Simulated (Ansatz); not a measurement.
**HfN (Fm-3m): relaxations under a series of pressures**

A script is to give relaxations under a series of pressures; the system is HfN (Fm-3m).

All numbers are computed with Ansatz 0.2.0 through its Python package. Level of theory: DFT PBE, plane waves, PAW.

## Step 1: Starting point

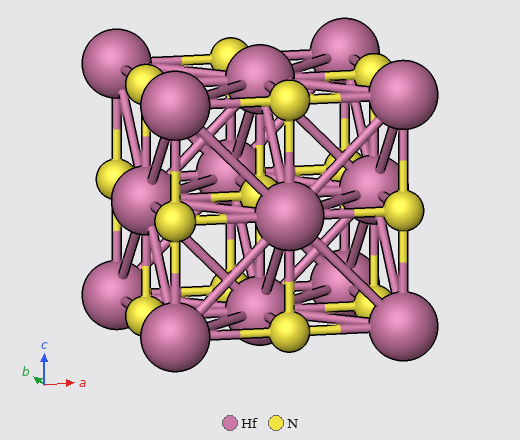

The starting structure, viewed slightly off an axis; hafnium pink, nitrogen yellow. The cell is the conventional one. Atoms on cell faces are repeated.

No structure file is read: the coordinates are typed or built in the script.

## Step 2: The code

run_compress.py reads:

```python
import ansatz as az
from ase import Atoms
import numpy as np

config = {
    "cutoff": 550,
    "filling": "cold",
    "smearing_width": 0.1,
    "kmesh": (13, 13, 13),
}

def edges_and_angles(cell):
    cell = np.asarray(cell)
    a, b, c = np.linalg.norm(cell, axis=1)
    cosines = cell[1] @ cell[2] / (b * c), cell[0] @ cell[2] / (a * c), cell[0] @ cell[1] / (a * b)
    return (a, b, c, *np.degrees(np.arccos(cosines)))


def main() -> None:
    atoms = Atoms(
        ["Hf", "N"],
        scaled_positions=[
            [0.0, 0.0, 0.0],
            [0.5, 0.5, 0.5],
        ],
        cell=[
            [0.0, 2.256, 2.256],
            [2.256, 0.0, 2.256],
            [2.256, 2.256, 0.0],
        ],
        pbc=True,
    )
    crystal = az.Crystal.from_ase(atoms)

    setup = (
        crystal.calculation()
        .basis(config["cutoff"])
        .functional(az.Functional.PBE)
        .occupations(config["filling"], width=config["smearing_width"])
        .kpoints(*config["kmesh"])
    )

    rows = []
    for pressure in [0, 5, 10, 20]:
        outcome = setup.relax(cell=True, pressure=pressure, force_tolerance=0.005).run(threads=1, pin="off")
        cell = outcome.lattice.cell_ang
        n_atoms = len(outcome.lattice.sites)
        volume = abs(np.linalg.det(cell)) / n_atoms
        enthalpy = outcome.report["free_energy_ev"] / n_atoms + pressure * volume / 160.21766
        rows.append((pressure, volume, enthalpy, *edges_and_angles(cell)))
        print(f"{pressure} GPa done: {volume:.4f} A^3/atom")

    print(" P (GPa)  V (A^3/atom)  H (eV/atom)     a       b       c")
    for row in rows:
        print("{:8.1f} {:12.4f} {:14.5f} {:7.4f} {:7.4f} {:7.4f}".format(*row[:6]))
    p, v = np.array([row[0] for row in rows], float), np.array([row[1] for row in rows])
    print("mean bulk modulus between rows (GPa):", np.round(-np.diff(p) / np.diff(np.log(v)), 1))


if __name__ == "__main__":
    main()
```

## Step 3: Running it

The run is started by

```bash
$ python run_compress.py
```

Log:

```text
0 GPa done: 11.7535 A^3/atom
5 GPa done: 11.5412 A^3/atom
10 GPa done: 11.3485 A^3/atom
20 GPa done: 11.0046 A^3/atom
 P (GPa)  V (A^3/atom)  H (eV/atom)     a       b       c
     0.0      11.7535    -8054.34692  3.2154  3.2154  3.2154
     5.0      11.5412    -8053.98349  3.1959  3.1959  3.1959
    10.0      11.3485    -8053.62640  3.1780  3.1780  3.1780
    20.0      11.0046    -8052.92917  3.1456  3.1456  3.1456
mean bulk modulus between rows (GPa): [274.4 296.8 325. ]
```

Wall time 42 s (1 thread of Arm Neoverse V2, shared host); peak memory 0.44 GiB.

## Step 4: Run by run

The 4 runs, in the order started:

```csv
run,pressure asked (GPa),energy from run 1 (meV/atom),final volume (Å³/atom),pressure (GPa),SCF cycles in all,CPU time (s)
1,0,0.00,11.75,0.00,28,11
2,5,3.25,11.54,4.99,22,9
3,10,12.21,11.35,9.96,24,9.2
4,20,44.05,11.00,19.97,30,11
```

Energies are free energies F = E - TS of the smeared occupations. 

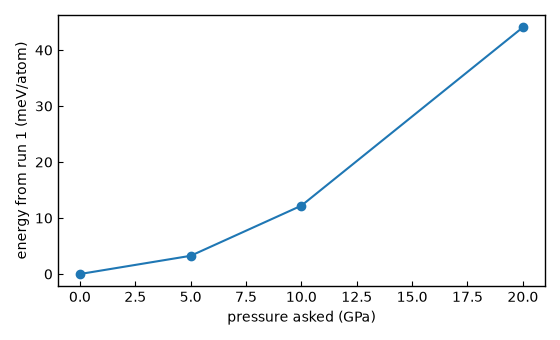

Energy against pressure asked; lines join the points.

## Step 5: The relaxation of run 1, step by step

Relaxation path:

```csv
step,E - E(step 1) (eV/cell),largest force component (eV/Å),pressure (GPa),volume (Å³)
1,0.0000,0.0000,6.47,22.96
2,-0.0082,0.0000,-2.88,23.77
3,-0.0107,0.0000,-0.11,23.52
4,-0.0107,0.0000,0.00,23.51
5,-0.0107,0.0000,0.00,23.51
```

Step 1 is the start. Step 5 repeats the geometry before it on a plane-wave basis chosen anew for that cell, so its energy need not be comparable with the rows above.

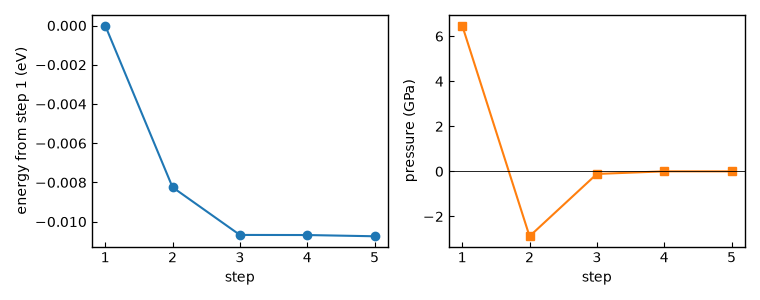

Energy and pressure along the relaxation.

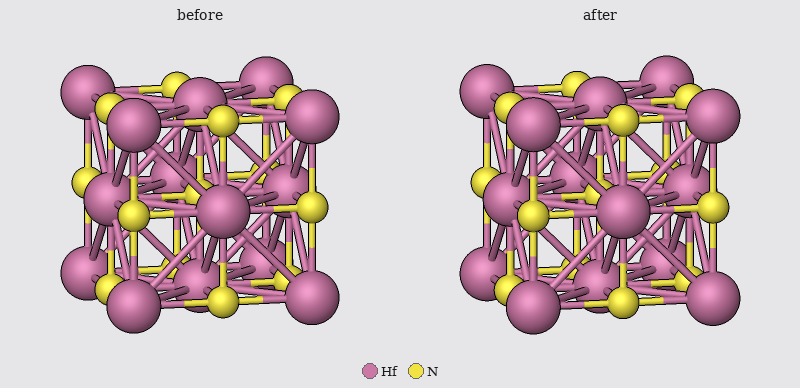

The structure before (left) and after (right) the relaxation, drawn at the same scale. The change is too small to see at this scale.

Lengths and angles in the start's conventional setting:

«Before» is this run's own start.

|  | before | after | change |
| --- | --- | --- | --- |
| a (Å) | 4.512 | 4.547 | +0.8 % |
| b (Å) | 4.512 | 4.547 | +0.8 % |
| c (Å) | 4.512 | 4.547 | +0.8 % |
| volume (Å³/atom) | 11.48 | 11.75 | +2.4 % |
| shortest distance (Å) | 2.256 | 2.274 | +0.8 % |
| space group (0.01 Å) | Fm-3m | Fm-3m | same |

The run keeps the 48 symmetry operations of the start, so it could not have lowered the symmetry.

## Step 6: Path of the relaxation of run 4

Relaxation path:

| step | energy from step 1 (eV/cell) | largest force component (eV/Å) | pressure (GPa) | volume (Å³) |
| --- | --- | --- | --- | --- |
| 1 | 0.0000 | 0.0000 | 6.47 | 22.96 |
| 2 | 0.1846 | 0.0000 | 31.42 | 21.34 |
| 3 | 0.0721 | 0.0000 | 19.31 | 22.05 |
| 4 | 0.0772 | 0.0000 | 19.97 | 22.01 |
| 5 | 0.0774 | 0.0000 | 19.97 | 22.01 |

Step 1 is the start. Step 5 repeats the geometry before it on a plane-wave basis chosen anew for that cell, so its energy need not be comparable with the rows above.

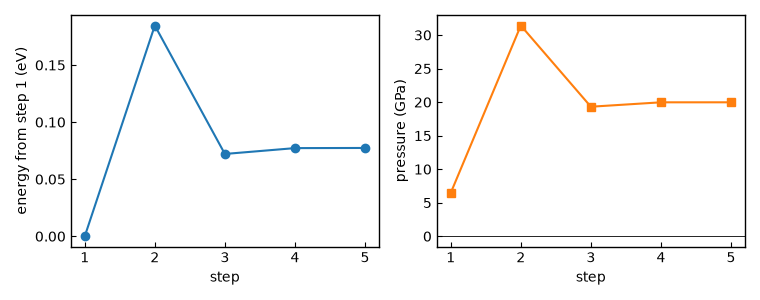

Energy and pressure along the relaxation.

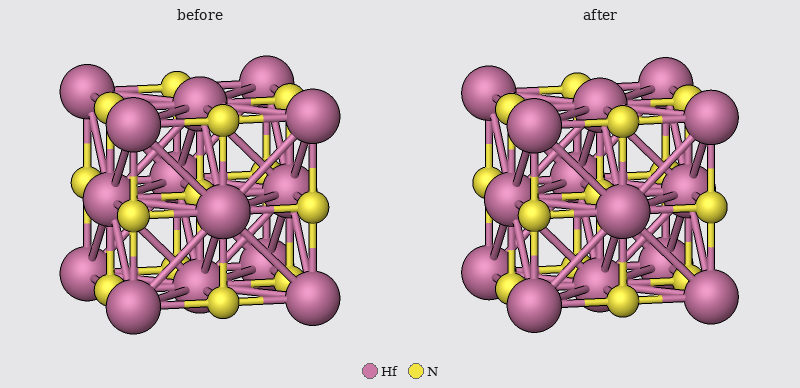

Before and after, at one scale. The change is too small to see at this scale.

Lengths and angles in the start's conventional setting:

«Before» is this run's own start.

|  | before | after | change |
| --- | --- | --- | --- |
| a (Å) | 4.512 | 4.449 | -1.4 % |
| b (Å) | 4.512 | 4.449 | -1.4 % |
| c (Å) | 4.512 | 4.449 | -1.4 % |
| volume (Å³/atom) | 11.48 | 11.00 | -4.2 % |
| shortest distance (Å) | 2.256 | 2.224 | -1.4 % |
| space group (0.01 Å) | Fm-3m | Fm-3m | same |

Forces and stress were held to the start's 48 operations: a distortion of lower symmetry was not tested.

Under a set pressure the enthalpy E + pV is minimised, so E itself may rise.

## Step 7: What came out

| quantity | value |
| --- | --- |
| bulk modulus between neighbouring pressures | 274.4 to 325 GPa |
| runs compared | 4 |
| range of energy | 44.05 meV/atom |

In words: The crystal stiffens as it is compressed. The volume falls from 11.75 Å³ an atom at 0 GPa to 11.00 at 20 GPa, by 6.4 %. Between 0 and 5 GPa, -V dP/dV is about 274 GPa, a mean over that step. In run 1, the volume grew by 2.4 % over 3 moves, and the space group stayed Fm-3m. In run 4, the volume shrank by 4.2 % over 3 moves under the 20 GPa asked, and the space group stayed Fm-3m. Reading the output:
- Spin is left out of this run.
- At a fixed pressure a relaxation lowers the enthalpy F + PV, while F alone can rise.
- Spin-orbit coupling, which matters for elements this heavy, is left out.
- Symmetry holds the cell in this phase, so another phase that may be stable under pressure is not reached.
